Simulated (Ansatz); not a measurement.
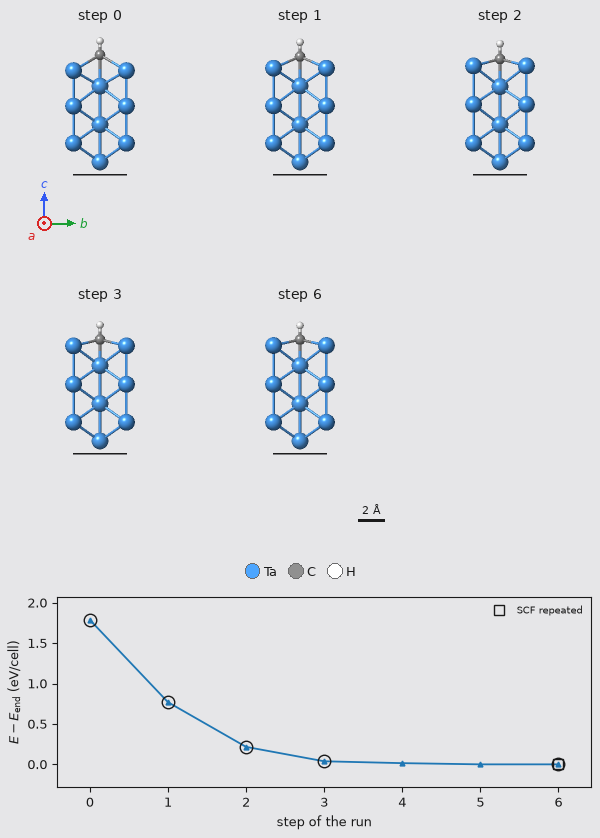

Frames of a constrained relaxation of a slab of composition Ta6HC (cut from the Fm-3m phase), marked on the history of the run. Style: ball-and-stick. Shown: the 2 × 1 repeat of the cell, outlined in the plane, without the vacuum, along the a axis.

Case: CH put over a Ta atom of a lower plane. The slab is the (1 1 0) face of Ta with CH on it. 3 atoms are held fixed.

Theory: DFT PBEsol, scalar-relativistic, plane waves, PAW in Ansatz. Settings: plane-wave cutoff 420 eV; k-point mesh 10 × 7 × 1; occupations gaussian; smearing width 0.1 eV; no spin polarisation; dipole correction; atoms relaxed in a fixed cell; force threshold 0.03 eV/Å; at most 70 steps.

Q: Describe the path.

A: The C atom moves most: 0.45 Å along the normal (−c). By element the largest moves are C 0.45 Å, H 0.44 Å, Ta 0.33 Å. The cell doesn't change. Near-neighbour distances that change, for instance: C–Ta 2.460 → 2.059 Å, Ta–Ta 2.801 → 3.062 Å, C–Ta 2.842 → 2.599 Å, Ta–Ta 2.833 → 3.013 Å. Among the angles between lasting bonds that change: Ta–C–Ta 128.3° → 159.4°, Ta–C–Ta 64.1° → 79.7°, Ta–C–H 115.9° → 100.3°. Over 5 accepted moves (6 points after the start) the energy falls by 1.788 eV per cell of the calculation. The largest force component goes from 3.5 to 0.029 eV/Å. 1 step only repeated the SCF at the same geometry. From step 0 to 1: a Ta atom moves most (0.19 Å), energy −1.018 eV per cell of the calculation. From step 1 to 2: the C atom moves most (0.20 Å), energy −0.553 eV per cell of the calculation. From step 2 to 3: the H atom moves most (0.17 Å), energy −0.178 eV per cell of the calculation. From step 3 to 6: the H atom moves most (0.05 Å), energy −37.9 meV per cell of the calculation.

Limits of the set-up: the periodic images lie only 3.0 Å apart, so the values are limited by the cell's size.
